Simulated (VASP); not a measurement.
ZnO: geometry relaxation (part 1 of 3)

The run: geometry relaxation of ZnO (P6₃mc, 4 atoms in the cell). Method and program: Kohn-Sham DFT of a periodic cell, r2SCAN, VASP PAW PBE potentials, recommended, no spin polarisation (VASP 6.6.1).

The structure derives from an entry of the Crystallography Open Database.

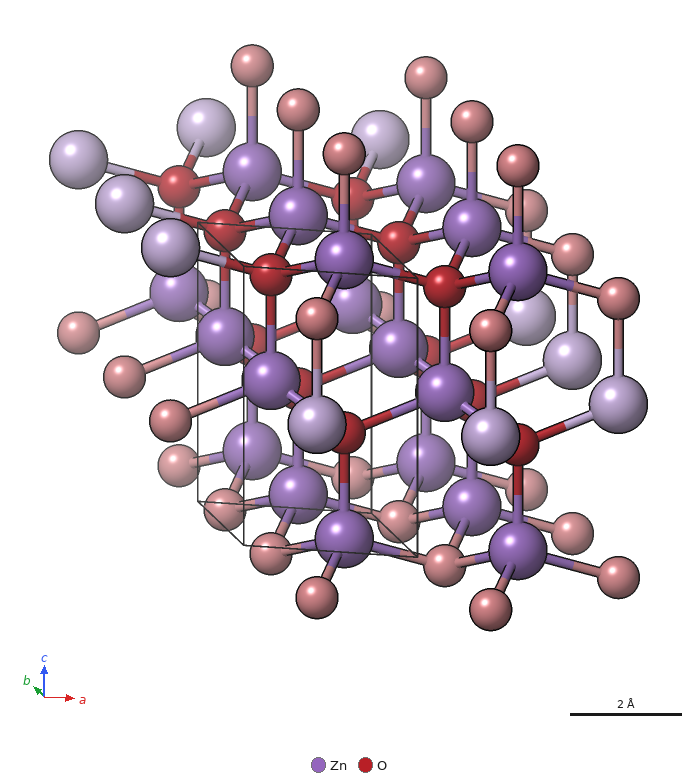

Fig. 1: The starting structure (ball-and-stick view of the cell of the calculation, repeated 2 × 3 × 1, seen slightly off an axis; neighbours outside the cell are drawn fainter).

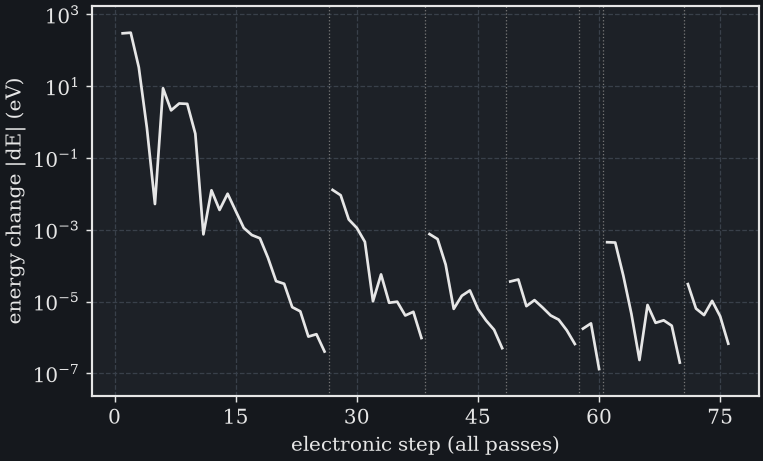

Fig. 2: Convergence of the self-consistent field: energy change |dE| against the electronic step. Each stretch between dotted lines is the SCF of one geometry step of a relaxation. The 7 ionic steps take 3 to 26 electronic steps each. The density is held fixed in the first few steps, and dE rises again when its update begins.

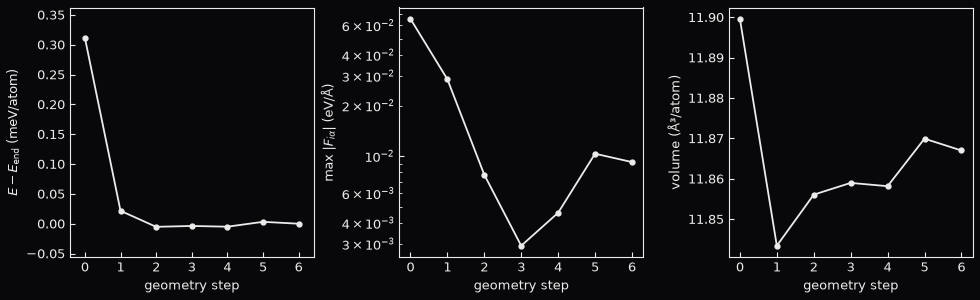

Fig. 3: Progress of the relaxation, step by step (steps are counted from 0). The atoms keep their places relative to the cell (all moves are under 0.005 Å). Cell: a = b 3.249 → 3.241 Å (−0.2 %), c 5.206 → 5.217 Å (+0.2 %). Volume −0.3 %. Among the contacts that change: Zn1–O4 1.973 → 1.982 Å, Zn1–O3 1.979 → 1.974 Å. The space group stays P6_3mc (No. 186). Over 6 geometry steps the energy falls by 0.3 meV per atom. The largest force component goes from 0.066 to 0.0092 eV/Å. (Atoms are counted from 1 in the order of the input.)

The input that produced these results follows, with the program's output.

INCAR
```
SYSTEM = ZnO
ALGO     = Normal         ! electronic algorithm
EDIFF    = 1E-6           ! SCF threshold, eV
EDIFFG   = -0.01          ! ionic threshold
ENCUT    = 600            ! plane-wave cutoff, eV
IBRION   = 2              ! ionic algorithm
ISIF     = 3              ! what is computed and relaxed
ISMEAR   = 0              ! smearing method
LASPH    = .True.         ! aspherical terms in the spheres
LCHARG   = .False.        ! write CHGCAR
LMIXTAU  = .True.       
LREAL    = .False.        ! projectors in reciprocal space
LWAVE    = .False.        ! write WAVECAR
METAGGA  = R2SCAN         ! meta-GGA
NELM     = 80             ! most SCF steps
NSW      = 90             ! ionic steps
PREC     = Accurate       ! precision mode
SIGMA    = 0.03           ! smearing width, eV
```

KPOINTS
```
k-points
0
Gamma
  9 9 5
  0 0 0
```

POSCAR
```
ZnO
1.0
    3.2493080000      0.0000000000      0.0000000000
   -1.6246540000      2.8139832700      0.0000000000
    0.0000000000      0.0000000000      5.2057090000
Zn O
2 2
Direct
    0.3333333300      0.6666666700      0.5000000000
    0.6666666700      0.3333333300      0.0000000000
    0.6666666700      0.3333333300      0.3790100000
    0.3333333300      0.6666666700      0.8790100000
```

Command:
```bash
cat potpaw_PBE.64/Zn/POTCAR potpaw_PBE.64/O/POTCAR > POTCAR
mpirun -np 1 vasp_std > vasp.out
```

OSZICAR
```
N       E                     dE             d eps       ncg     rms          rms(c)
DAV:   1     0.295742933168E+03    0.29574E+03   -0.21183E+04  1584   0.271E+03
DAV:   2    -0.124593342898E+02   -0.30820E+03   -0.29798E+03  1680   0.488E+02
DAV:   3    -0.459019189882E+02   -0.33443E+02   -0.33195E+02  1842   0.168E+02
DAV:   4    -0.465950421877E+02   -0.69312E+00   -0.69217E+00  1764   0.252E+01
DAV:   5    -0.466002498272E+02   -0.52076E-02   -0.52070E-02  1818   0.211E+00    0.143E+01
DAV:   6    -0.378629024235E+02    0.87373E+01   -0.76629E+00  2664   0.738E+01    0.997E+00
DAV:   7    -0.357485861579E+02    0.21143E+01   -0.31055E+00  1584   0.173E+01    0.506E+00
DAV:   8    -0.390356368255E+02   -0.32871E+01   -0.92040E-01  1928   0.227E+01    0.131E+00
DAV:   9    -0.358267881972E+02    0.32088E+01   -0.86424E-01  1870   0.185E+01    0.114E+00
DAV:  10    -0.363000833614E+02   -0.47330E+00   -0.29282E-01  1584   0.565E+00    0.244E-01
DAV:  11    -0.363008267214E+02   -0.74336E-03   -0.77099E-03  1986   0.925E-01    0.364E-01
DAV:  12    -0.363133822419E+02   -0.12556E-01   -0.16574E-03  1872   0.124E+00    0.195E-01
DAV:  13    -0.363098235673E+02    0.35587E-02   -0.25840E-02  1602   0.640E+00    0.110E+00
DAV:  14    -0.363198955783E+02   -0.10072E-01   -0.66682E-03  1888   0.167E+00    0.106E+00
DAV:  15    -0.363232374813E+02   -0.33419E-02   -0.20874E-03  1824   0.599E-01    0.990E-01
DAV:  16    -0.363243611245E+02   -0.11236E-02   -0.39729E-04  1868   0.373E-01    0.997E-01
DAV:  17    -0.363236488204E+02    0.71230E-03   -0.18093E-03  1794   0.142E+00    0.671E-01
DAV:  18    -0.363230699586E+02    0.57886E-03   -0.53357E-04  2370   0.728E-01    0.483E-01
DAV:  19    -0.363229049002E+02    0.16506E-03   -0.55068E-04  2506   0.587E-01    0.310E-01
DAV:  20    -0.363228678570E+02    0.37043E-04   -0.27461E-04  2454   0.302E-01    0.198E-01
DAV:  21    -0.363228991273E+02   -0.31270E-04   -0.44945E-05  1608   0.557E-02    0.163E-01
DAV:  22    -0.363229061065E+02   -0.69792E-05   -0.24805E-05  2012   0.106E-01    0.104E-01
DAV:  23    -0.363229114365E+02   -0.53300E-05   -0.17834E-05  2122   0.149E-01    0.352E-02
DAV:  24    -0.363229124924E+02   -0.10558E-05   -0.18344E-05  2454   0.793E-02    0.855E-03
DAV:  25    -0.363229137241E+02   -0.12318E-05   -0.26465E-06  1196   0.163E-02    0.441E-03
DAV:  26    -0.363229141292E+02   -0.40510E-06   -0.12919E-07   810   0.477E-03
   1 F= -.36322914E+02 E0= -.36322914E+02  d E =-.363229E+02
       N       E                     dE             d eps       ncg     rms          rms(c)
DAV:   1    -0.363357717116E+02   -0.12858E-01   -0.56162E-01  1986   0.921E+00    0.860E-01
DAV:   2    -0.363266247373E+02    0.91470E-02   -0.59646E-02  2026   0.425E+00    0.388E-01
DAV:   3    -0.363246920794E+02    0.19327E-02   -0.14921E-03  2352   0.850E-01    0.207E-01
DAV:   4    -0.363235668347E+02    0.11252E-02   -0.15187E-03  2206   0.639E-01    0.220E-02
DAV:   5    -0.363240265348E+02   -0.45970E-03   -0.84796E-04  1584   0.358E-01    0.204E-02
DAV:   6    -0.363240163744E+02    0.10160E-04   -0.12763E-04  1716   0.114E-01    0.734E-03
DAV:   7    -0.363240733074E+02   -0.56933E-04   -0.12096E-05  1688   0.451E-02    0.561E-03
DAV:   8    -0.363240640528E+02    0.92546E-05   -0.12102E-05  1716   0.344E-02    0.394E-03
DAV:   9    -0.363240739534E+02   -0.99006E-05   -0.84570E-07  1032   0.102E-02    0.240E-03
DAV:  10    -0.363240698634E+02    0.40900E-05   -0.20629E-07   810   0.425E-03    0.131E-03
DAV:  11    -0.363240750387E+02   -0.51753E-05   -0.66407E-07   828   0.706E-03    0.583E-04
DAV:  12    -0.363240740749E+02    0.96383E-06   -0.75534E-08   810   0.249E-03
   2 F= -.36324074E+02 E0= -.36324074E+02  d E =-.115995E-02
       N       E                     dE             d eps       ncg     rms          rms(c)
DAV:   1    -0.363248320354E+02   -0.75700E-03   -0.28535E-02  1992   0.210E+00    0.194E-01
DAV:   2    -0.363242820082E+02    0.55003E-03   -0.30270E-03  2070   0.957E-01    0.879E-02
DAV:   3    -0.363241747636E+02    0.10724E-03   -0.72786E-05  2396   0.195E-01    0.471E-02
DAV:   4    -0.363241810057E+02   -0.62421E-05   -0.78057E-05  2194   0.145E-01    0.507E-03
DAV:   5    -0.363241665486E+02    0.14457E-04   -0.43542E-05  1596   0.817E-02    0.457E-03
DAV:   6    -0.363241869124E+02   -0.20364E-04   -0.65734E-06  1704   0.258E-02    0.166E-03
DAV:   7    -0.363241806920E+02    0.62205E-05   -0.56646E-07  1062   0.104E-02    0.131E-03
DAV:   8    -0.363241836700E+02   -0.29780E-05   -0.72490E-07   798   0.119E-02    0.103E-03
DAV:   9    -0.363241820346E+02    0.16354E-05   -0.96253E-08   810   0.586E-03    0.484E-04
DAV:  10    -0.363241815312E+02    0.50338E-06   -0.13338E-08   804   0.129E-03
   3 F= -.36324182E+02 E0= -.36324182E+02  d E =-.126740E-02
       N       E                     dE             d eps       ncg     rms          rms(c)
DAV:   1    -0.363242182316E+02   -0.36197E-04   -0.15059E-03  1992   0.481E-01    0.446E-02
DAV:   2    -0.363241770918E+02    0.41140E-04   -0.16067E-04  2070   0.221E-01    0.202E-02
DAV:   3    -0.363241696459E+02    0.74459E-05   -0.29874E-06  1386   0.451E-02    0.110E-02
DAV:   4    -0.363241806019E+02   -0.10956E-04   -0.53424E-06  1608   0.310E-02    0.106E-03
DAV:   5    -0.363241737686E+02    0.68333E-05   -0.26745E-06  1132   0.214E-02    0.139E-03
DAV:   6    -0.363241778700E+02   -0.41014E-05   -0.50326E-07   810   0.118E-02    0.718E-04
DAV:   7    -0.363241747436E+02    0.31264E-05   -0.99714E-08   810   0.693E-03    0.245E-04
DAV:   8    -0.363241763266E+02   -0.15830E-05   -0.15760E-08   798   0.198E-03    0.110E-04
DAV:   9    -0.363241756693E+02    0.65733E-06   -0.88238E-09   792   0.116E-03
   4 F= -.36324176E+02 E0= -.36324176E+02  d E =-.126154E-02
       N       E                     dE             d eps       ncg     rms          rms(c)
DAV:   1    -0.363241780825E+02   -0.17558E-05   -0.11795E-04  1998   0.135E-01    0.124E-02
DAV:   2    -0.363241805465E+02   -0.24640E-05   -0.12445E-05  1924   0.618E-02    0.565E-03
DAV:   3    -0.363241806779E+02   -0.13143E-06   -0.19574E-07   792   0.124E-02
   5 F= -.36324181E+02 E0= -.36324181E+02  d E =-.126655E-02
       N       E                     dE             d eps       ncg     rms          rms(c)
DAV:   1    -0.363246296946E+02   -0.44915E-03   -0.87506E-03  1940   0.162E+00    0.156E-01
DAV:   2    -0.363241896285E+02    0.44007E-03   -0.16124E-03  2048   0.805E-01    0.646E-02
DAV:   3    -0.363241366633E+02    0.52965E-04   -0.33820E-05  2134   0.154E-01    0.359E-02
DAV:   4    -0.363241412388E+02   -0.45755E-05   -0.41132E-05  2196   0.119E-01    0.389E-03
DAV:   5    -0.363241414739E+02   -0.23515E-06   -0.31262E-05  1584   0.708E-02    0.398E-03
DAV:   6    -0.363241494910E+02   -0.80170E-05   -0.28247E-06  1400   0.165E-02    0.968E-04
DAV:   7    -0.363241469379E+02    0.25531E-05   -0.21943E-07   798   0.627E-03    0.755E-04
DAV:   8    -0.363241499372E+02   -0.29994E-05   -0.32115E-07   792   0.772E-03    0.921E-04
DAV:   9    -0.363241478140E+02    0.21232E-05   -0.81870E-08   792   0.565E-03    0.116E-04
DAV:  10    -0.363241480136E+02   -0.19957E-06   -0.54205E-09   792   0.141E-03
   6 F= -.36324148E+02 E0= -.36324148E+02  d E =0.326643E-04
       N       E                     dE             d eps       ncg     rms          rms(c)
DAV:   1    -0.363241784115E+02   -0.30597E-04   -0.54345E-04  1940   0.401E-01    0.388E-02
DAV:   2    -0.363241720330E+02    0.63785E-05   -0.99154E-05  2048   0.200E-01    0.160E-02
DAV:   3    -0.363241678324E+02    0.42005E-05   -0.16035E-06  1160   0.380E-02    0.898E-03
DAV:   4    -0.363241573901E+02    0.10442E-04   -0.21125E-06  1144   0.251E-02    0.116E-03
DAV:   5    -0.363241612530E+02   -0.38630E-05   -0.24429E-06  1120   0.239E-02    0.147E-03
DAV:   6    -0.363241605820E+02    0.67102E-06   -0.24321E-07   792   0.923E-03
   7 F= -.36324161E+02 E0= -.36324161E+02  d E =0.200959E-04
```

Parts of OUTCAR
```
SYSTEM = ZnO
   EDIFF = 1E-6
   EDIFFG = -0.01
   ENCUT = 600
   IBRION = 2
   ISIF = 3
   ISMEAR = 0
   LASPH = .True.
   LREAL = .False.
   METAGGA = R2SCAN
   NELM = 80
   NSW = 90
   PREC = Accurate

 ion  position               nearest neighbor table
   1  0.333  0.667  0.500-   4 1.97   3 1.98   3 1.98   3 1.98
   2  0.667  0.333  0.000-   3 1.97   4 1.98   4 1.98   4 1.98
   3  0.667  0.333  0.379-   2 1.97   1 1.98   1 1.98   1 1.98
   4  0.333  0.667  0.879-   1 1.97   2 1.98   2 1.98   2 1.98

  LATTYP: Found a hexagonal cell.
 ALAT       =     3.2493080000
 C/A-ratio  =     1.6020977390

  Lattice vectors:

 A1 = (   3.2493080000,   0.0000000000,   0.0000000000)
 A2 = (  -1.6246540000,   2.8139832700,   0.0000000000)
 A3 = (   0.0000000000,   0.0000000000,   5.2057090000)

Analysis of symmetry for initial positions (statically):
=====================================================================
 Subroutine PRICEL returns:
 Original cell was already a primitive cell.

 Routine SETGRP: Setting up the symmetry group for a
 hexagonal supercell.

 Subroutine GETGRP returns: Found 12 space group operations
 (whereof  6 operations were pure point group operations)
 out of a pool of 24 trial point group operations.

The static configuration has the point symmetry C_3v.
 The point group associated with its full space group is C_6v.

Analysis of symmetry for dynamics (positions and initial velocities):
=====================================================================
 Subroutine PRICEL returns:
 Original cell was already a primitive cell.

 Routine SETGRP: Setting up the symmetry group for a
 hexagonal supercell.

 Subroutine GETGRP returns: Found 12 space group operations
 (whereof  6 operations were pure point group operations)
 out of a pool of 24 trial point group operations.

The dynamic configuration has the point symmetry C_3v.
 The point group associated with its full space group is C_6v.

 Subroutine INISYM returns: Found 12 space group operations
 (whereof  6 operations are pure point group operations),
 and found     1 'primitive' translations

----------------------------------------------------------------------------------------

                                     Primitive cell

  volume of cell :      47.5984

  direct lattice vectors                    reciprocal lattice vectors
     3.249308000  0.000000000  0.000000000     0.307757836  0.177684070  0.000000000
    -1.624654000  2.813983270  0.000000000     0.000000000  0.355368140  0.000000000
     0.000000000  0.000000000  5.205709000     0.000000000  0.000000000  0.192096792

  length of vectors
     3.249308000  3.249307998  5.205709000     0.355368140  0.355368140  0.192096792

  position of ions in fractional coordinates (direct lattice)
     0.333333330  0.666666670  0.500000000
     0.666666670  0.333333330  0.000000000
     0.666666670  0.333333330  0.379010000
     0.333333330  0.666666670  0.879010000

  ion indices of the primitive-cell ions
   primitive index   ion index
                 1           1
                 2           2
                 3           3
                 4           4

----------------------------------------------------------------------------------------

 KPOINTS: k-points

Automatic generation of k-mesh.
 Grid dimensions read from file:
 generate k-points for:    9    9    5

 Generating k-lattice:

  Cartesian coordinates                     Fractional coordinates (reciprocal lattice)
     0.034195315  0.019742674  0.000000000     0.111111111  0.000000000  0.000000000
     0.000000000  0.039485349  0.000000000     0.000000000  0.111111111  0.000000000
     0.000000000  0.000000000  0.038419358     0.000000000  0.000000000  0.200000000

  Length of vectors
     0.039485349  0.039485349  0.038419358

  Shift w.r.t. Gamma in fractional coordinates (k-lattice)
     0.000000000  0.000000000  0.000000000
```
